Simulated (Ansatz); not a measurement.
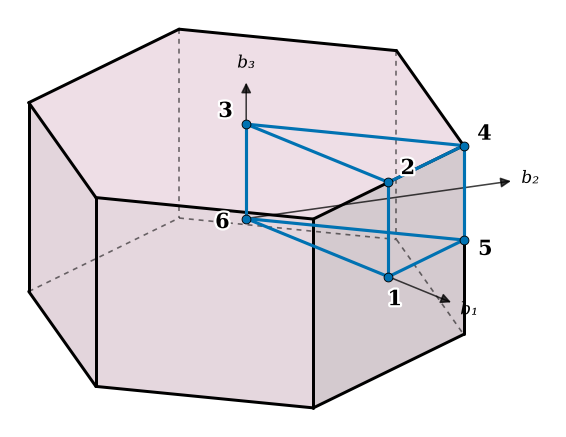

For Ru, the end point of a relaxation with DFT PBEsol, scalar-relativistic, plane waves, PAW in Ansatz: the first Brillouin zone of a primitive hexagonal lattice (hP; extended symbol hP2) is drawn with its special points numbered. Geometry calculated from the standardised cell; symmetry tolerance 0.002 Å.

a = 2.689 Å, b = 2.689 Å, c = 4.254 Å, α = 90.00°, β = 90.00°, γ = 120.00°.

Labels and path follow the convention of Hinuma et al. (2017), as computed by seekpath; the arrows show the directions of the reciprocal primitive vectors b₁, b₂, b₃, in which coordinates are given.

> Give the label and coordinates of each numbered point.

```json
{"no.": "1", "label": "M", "coordinates": "(1/2, 0, 0)"}
{"no.": "2", "label": "L", "coordinates": "(1/2, 0, 1/2)"}
{"no.": "3", "label": "A", "coordinates": "(0, 0, 1/2)"}
{"no.": "4", "label": "H", "coordinates": "(1/3, 1/3, 1/2)"}
{"no.": "5", "label": "K", "coordinates": "(1/3, 1/3, 0)"}
{"no.": "6", "label": "Γ", "coordinates": "(0, 0, 0)"}
```
